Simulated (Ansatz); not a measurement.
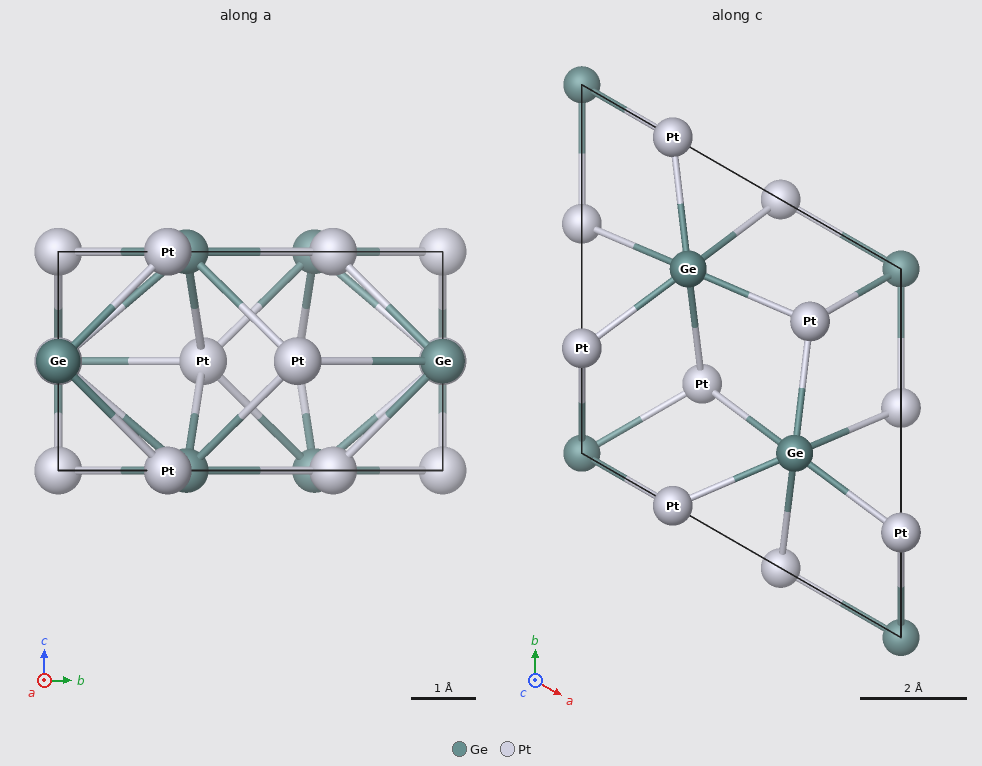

We look at a ball-and-stick model of the crystal along the a axis and along the c axis. The frame is the simulation cell; atoms at its boundary are shown with their periodic copies.

The input file of the run:
```yaml
crystal:
  lattice:
    - [7.0142524434, 0.0, 0.0]
    - [-3.5071262217, 6.0745208046, 0.0]
    - [0.0, 0.0, 3.4586784287]
  atoms:
    - { symbol: Ge, position: [0.6666666667, 0.3333333333, 0.0] }
    - { symbol: Ge, position: [0.3333333333, 0.6666666667, 0.0] }
    - { symbol: Ge, position: [0.0, 0.0, 0.5] }
    - { symbol: Pt, position: [0.6229372121, 0.0, 0.5] }
    - { symbol: Pt, position: [0.3770627879, 0.3770627879, 0.5] }
    - { symbol: Pt, position: [1.0, 0.6229372121, 0.5] }
    - { symbol: Pt, position: [0.0, 0.2849128372, 0.0] }
    - { symbol: Pt, position: [0.7150871628, 0.7150871628, 0.0] }
    - { symbol: Pt, position: [0.2849128372, 0.0, 0.0] }
basis:
  ecutwfc: 420
kpoints:
  mp_grid: { grid: [6, 6, 12] }
hamiltonian:
  xc: pbesol
scf:
  occupations: { method: gaussian, width: 0.15 }
output:
  forces: true
  stress: true
  eigenvalues: true
  write_density: true
  write_potential: true
  elf: true
  volumetric_format: npy
```
Run as:
```sh
ansatz run input.yaml --threads 2 --pin off --max-ram 5120MiB --backend cpu --events-out ev --progress --plain --runs-dir out
```

Method: Ansatz 0.2.0, DFT PBEsol, scalar-relativistic, plane waves, PAW; 420 eV cutoff, k-point mesh 6×6×12, Gaussian smearing of 0.15 eV, no spin polarisation.

**Metal or not?**

A metal: bands cross the Fermi level.

**What is the pressure at this volume?**

The computed pressure is -14.3 GPa (stretched: it would shrink). The stress isn't hydrostatic: its largest component is 15.9 GPa.

It derives from a structure listed in the Materials Project. The cell was then strained or its atoms displaced on purpose. It was run through Ansatz as a DFT input.

At this level of theory the run's own cell isn't at rest (stretched, at -14 GPa), so its distances can differ from those at equilibrium, the more so the softer the solid.
